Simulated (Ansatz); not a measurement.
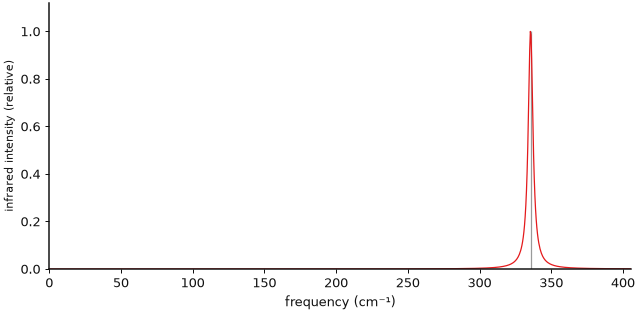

The plot gives the computed infrared spectrum of the zone-centre phonons for Li₂Se, space group Fm-3m (No. 225). Lines are broadened by Lorentzians of 4 cm⁻¹ full width; the spectrum is scaled to its strongest line. These are zero-field (TO) frequencies; inactive modes don't show.

Structure:
```cif
data_structure
_symmetry_space_group_name_H-M 'P 1'
_symmetry_Int_Tables_number 1
_cell_length_a 4.0736
_cell_length_b 4.0736
_cell_length_c 4.0736
_cell_angle_alpha 60.000
_cell_angle_beta 60.000
_cell_angle_gamma 60.000
_cell_volume 47.80
loop_
_atom_site_label
_atom_site_type_symbol
_atom_site_fract_x
_atom_site_fract_y
_atom_site_fract_z
_atom_site_occupancy
Li1 Li 0.25000 0.25000 0.25000 1
Li2 Li 0.75000 0.75000 0.75000 1
Se1 Se 0.00000 0.00000 0.00000 1
```

Calculation (Ansatz 0.2.0): infrared-active and silent optical phonons at the zone centre of an insulator with atoms at rest in the given cell, intensity summed over the level, zero macroscopic field, imaginary frequencies are negative, field response on a mesh refined by the program; PAW. Level: PBEsol, no spin polarisation.

```csv
setting,value
wave cutoff,420 eV
k mesh,8×8×8
occupations,fixed
pressure,4 GPa
```

### Which are the strongest infrared lines?

The strongest infrared line is at 335.6 cm⁻¹, the only infrared-active level.

The computed values:

| frequency (cm⁻¹) | degeneracy | infrared ((D/Å)²/amu) |
| --- | --- | --- |
| 335.6 | 3 | 18.9 |
| 394.6 | 3 | 0 |
